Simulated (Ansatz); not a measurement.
A series of calculations on NbN

### One mode

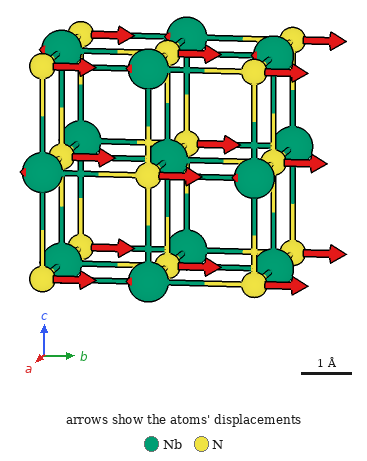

One vibrational mode of crystalline NbN relaxed at −1 GPa at the zone centre. The red arrows give the relative displacements of the atoms. A ball-and-stick model of the conventional cell (4 times the calculation's cell), seen slightly off an axis. Lengths and directions refer to the drawn axes.

These are results of DFT PBEsol, scalar-relativistic, plane waves, PAW in Ansatz 0.2.0, not measurements. (plane-wave cutoff 420 eV; k-point mesh 16 × 16 × 16; occupations fermi dirac; smearing width 0.15 eV; target pressure -1 GPa; no spin polarisation)

The frequencies depend somewhat on the k-mesh and the smearing.

> What mode is this, and where does it lie in the spectrum?

This is the T₁u mode (triply degenerate; one member of the set is drawn) at 402 cm⁻¹, the only optical level, infrared-active by symmetry. The N sublattice moves against the Nb sublattice, along b; it stretches the shortest N–Nb bonds (2.19 Å); the kinetic energy is shared as N 87 %, Nb 13 %. The crystal is a metal, so free carriers screen the infrared response.

### Softest mode

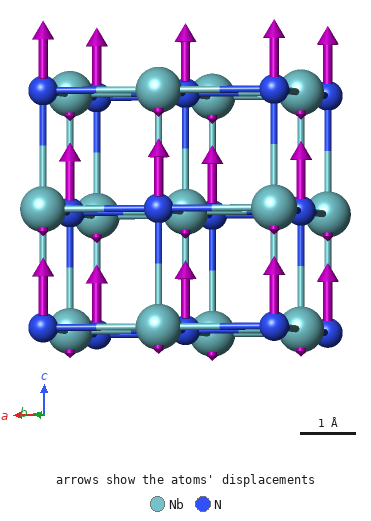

The lowest optical mode of solid NbN relaxed at 16 GPa, space group Fm-3m (No. 225), at the zone centre. The purple arrows give the relative displacements of the atoms. Style: ball-and-stick. Shown: the conventional cell (4 times the calculation's cell), from a free direction. Lengths and directions refer to the drawn axes.

Method: Ansatz 0.2.0, DFT PBE, scalar-relativistic, plane waves, PAW. Set-up: plane-wave cutoff 420 eV; k-point mesh 16 × 16 × 16; occupations fermi dirac; smearing width 0.15 eV; target pressure 16 GPa; no spin polarisation.

The frequencies depend somewhat on the k-mesh and the smearing.

### Is this crystal at a minimum with respect to the drawn distortion?

Yes: this softest mode has a real frequency, and so have all others here. That speaks for this wave vector alone: the rest of the zone wasn't checked in this run. This is the T₁u mode (triply degenerate; one member of the set is drawn) at 435 cm⁻¹, the only optical level, infrared-active by symmetry. The N sublattice moves against the Nb sublattice, along c; it stretches the shortest N–Nb bonds (2.18 Å); the kinetic energy is shared as N 87 %, Nb 13 %. The crystal is a metal, so free carriers screen the infrared response.

### Softest mode

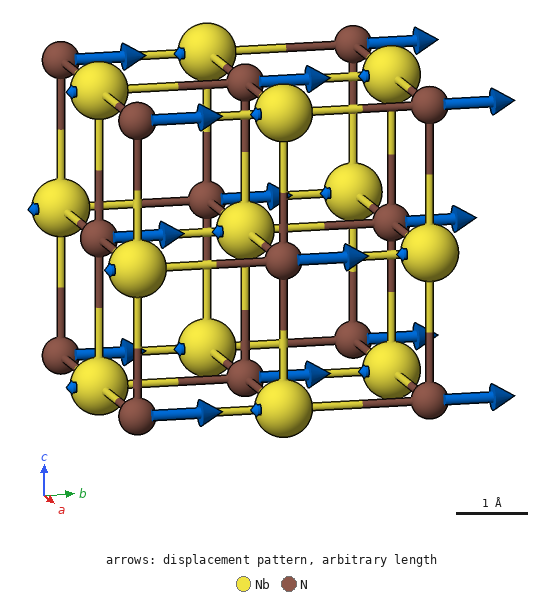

The lowest optical mode of a crystal of NbN relaxed at 30 GPa, space group Fm-3m (No. 225), at the zone centre. The blue arrows give the relative displacements of the atoms. Style: ball-and-stick. Shown: the conventional cell (4 times the calculation's cell), slightly off an axis. Lengths and directions refer to the drawn axes.

These are results of DFT PBE, scalar-relativistic, plane waves, PAW in Ansatz, not measurements. Set-up: plane-wave cutoff 420 eV; k-point mesh 16 × 16 × 16; occupations fermi dirac; smearing width 0.15 eV; target pressure 30 GPa; no spin polarisation.

The frequencies depend somewhat on the k-mesh and the smearing.

Q: Is this crystal at a minimum with respect to the drawn distortion?

A: Yes: this softest mode has a real frequency, and so have all others here. That speaks for this wave vector alone: the rest of the zone wasn't checked in this run. This is the T₁u mode (triply degenerate; one member of the set is drawn) at 478 cm⁻¹, the only optical level, infrared-active by symmetry. The N sublattice moves against the Nb sublattice, along b; it stretches the shortest N–Nb bonds (2.15 Å); the kinetic energy is shared as N 87 %, Nb 13 %. The crystal is a metal, so free carriers screen the infrared response.
